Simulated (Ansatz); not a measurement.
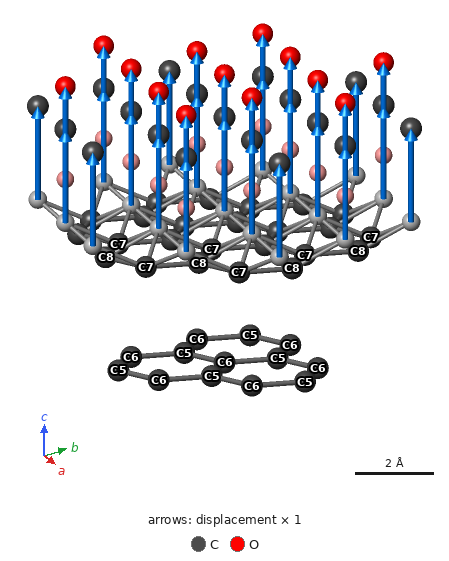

A constrained relaxation of a slab of composition C$_{9}$O (cut from the P6_3/mmc phase). The starting structure is drawn faded, the final one solid; blue arrows show the displacements, at their true length.

Style: ball-and-stick. Shown: the atoms within 5.0 Å of the atom that moves most (axes of the 2 × 3 repeat of the cell, outlined in the plane, without the vacuum), slightly off an axis.

Case: CO put at a hollow C-C site. The slab is the (0 0 1) face of C with CO on it. 4 atoms are held fixed.

Method: DFT PBE+D3(BJ), scalar-relativistic, plane waves, PAW (Ansatz 0.2.0). (plane-wave cutoff 420 eV; k-point mesh 12 × 12 × 1; occupations gaussian; smearing width 0.1 eV; no spin polarisation; dipole correction; atoms relaxed in a fixed cell; force threshold 0.03 eV/Å; at most 70 steps)

**What did the optimiser do to the structure, and how much energy did it gain?**

Over 16 accepted moves (17 points after the start) the energy falls by 11.795 eV per cell of the calculation. Largest force component: 8.7 eV/Å at the start, 0.0042 eV/Å at the end. The line search rejected the trial step at point 15 of the run. The forces were under the threshold at step 14, but the run went on from there. The largest moves, 2.48 Å, are those of C and O atoms. Largest moves by element: C 2.48 Å, O 2.46 Å. The cell stays as it was. Some distances before and after: C–C 1.577 → 3.454 Å, C–O 1.150 → 1.134 Å. Bonds break, among them: C–C (1.58 → 3.45 Å). The run may lie on a higher electronic state than the lowest, so the end point isn't shown to be the ground-state structure.

Limits of the set-up: the periodic images lie only 2.5 Å apart, so the values are limited by the cell's size.
